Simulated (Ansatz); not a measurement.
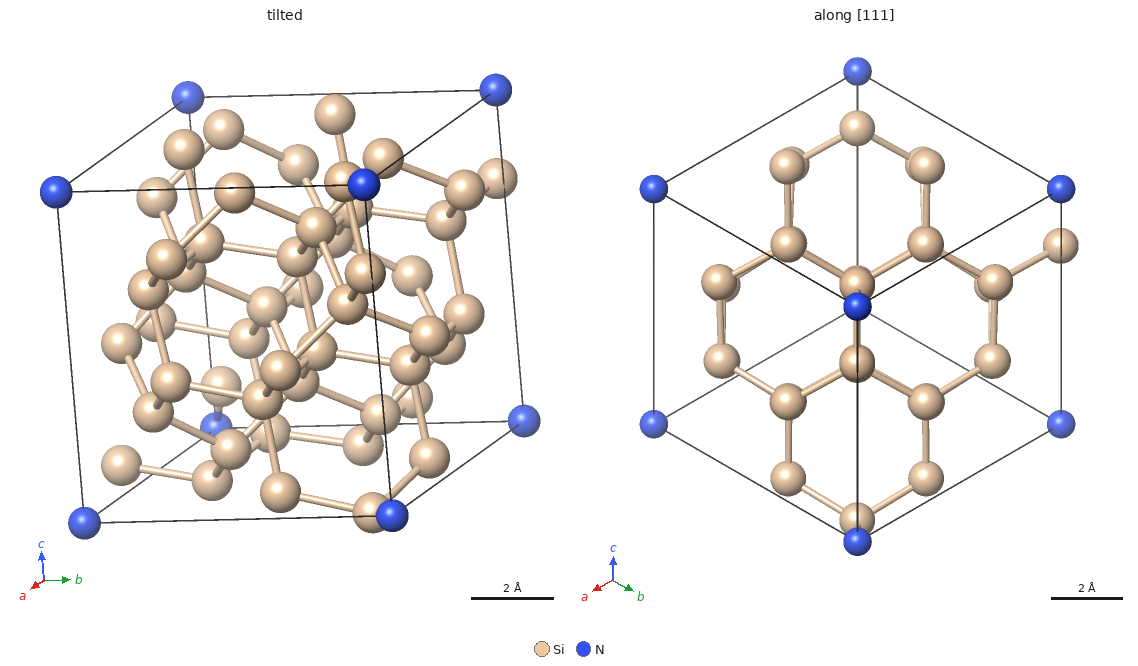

Ball-and-stick representation of a periodic structure, projected slightly off an axis and along [111]. One simulation cell is framed, with atoms on its boundary repeated. Cell: a = 9.220 Å, b = 9.220 Å, c = 9.220 Å, α = 77.59°, β = 77.59°, γ = 77.59°.

Describe the crystal.

Chemical formula Si36N. No point symmetry survives, so the space group is P1. Content of the cell: 36 Si, 1 N (Z = 1). N is coordinated by two Si in a bent arrangement at about 1.7 Å. The bonds build a three-dimensional framework.

It goes back to a structure listed in the Materials Project, repeated into a supercell with a point defect put in. The atoms were relaxed in a fixed cell with Ansatz 0.2.0, DFT PBE, scalar-relativistic, plane waves, PAW.
